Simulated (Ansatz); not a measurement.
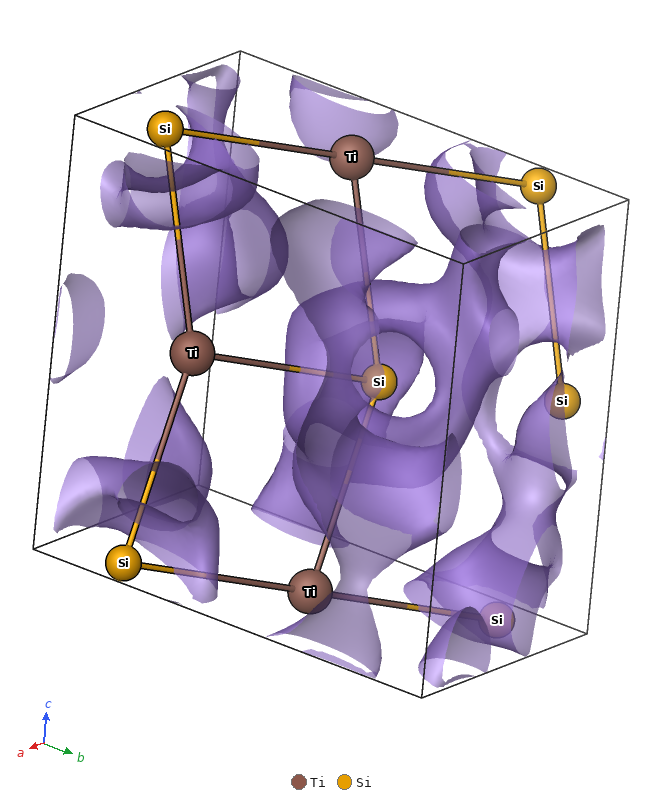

Figure 1: TiSi2. Isosurface of the ELF at 0.65 (purple), seen slightly off an axis. Core shells and regions of very low density are left out. Sticks mark near contacts.

Space group P1; changed on purpose from its base cell (atom 3 (Si) moved -0.100 A towards its neighbour atom 5 (Si) at 2.534 A); not relaxed (largest force 0.8 eV/Å); computed without spin polarisation.

Level of theory: DFT PBE, scalar-relativistic, plane waves, PAW (Ansatz).

Core electrons are frozen (PAW), and the valence fields are smoothed inside the atomic spheres.

Input file:

```
crystal:
  lattice:
    - [0.0, 4.1351811254, 4.2795976059]
    - [2.4038689114, 0.0, 4.2795976059]
    - [2.4038689114, 4.1351811254, 0.0]
  atoms:
    - { symbol: Ti, position: [0.75, 0.75, 0.75] }
    - { symbol: Ti, position: [0.5, 0.5, 0.5] }
    - { symbol: Si, position: [0.0838116185, 0.4359185565, 0.0838116185] }
    - { symbol: Si, position: [0.4131755411, 0.0868244589, 0.4131755411] }
    - { symbol: Si, position: [0.1631755411, 0.8368244589, 0.1631755411] }
    - { symbol: Si, position: [0.8368244589, 0.1631755411, 0.8368244589] }
basis:
  ecutwfc: 420
kpoints:
  mp_grid: { grid: [14, 14, 14] }
hamiltonian:
  xc: pbe
scf:
  occupations: { method: gaussian, width: 0.15 }
output:
  forces: true
  stress: true
  eigenvalues: true
  write_density: true
  write_potential: true
  elf: true
  volumetric_format: npy
```

Command:

```sh
ansatz run input.yaml --threads 1 --pin off --max-ram 2560MiB --backend cpu --events-out ev --progress --plain --runs-dir out
```

Below, planes, directions and counts refer to the conventional cell (a = 4.78 Å, b = 4.78 Å, c = 4.91 Å, α = 104.25°, β = 104.25°, γ = 119.66°).

### Describe the localisation domains.

The ELF exceeds this value in channels that run through the cell in one direction, counted in one cell of 6 atoms. Any copies at cell faces, edges or corners count once. Profiles from the grid: Si–Si (2.45 Å): the ELF peaks at about 0.80 between the atoms. Ti–Si (2.50 Å): the ELF peaks at about 0.75 in the valence shell of Si, 0.9 Å from its nucleus, and is about 0.40 at the midpoint.
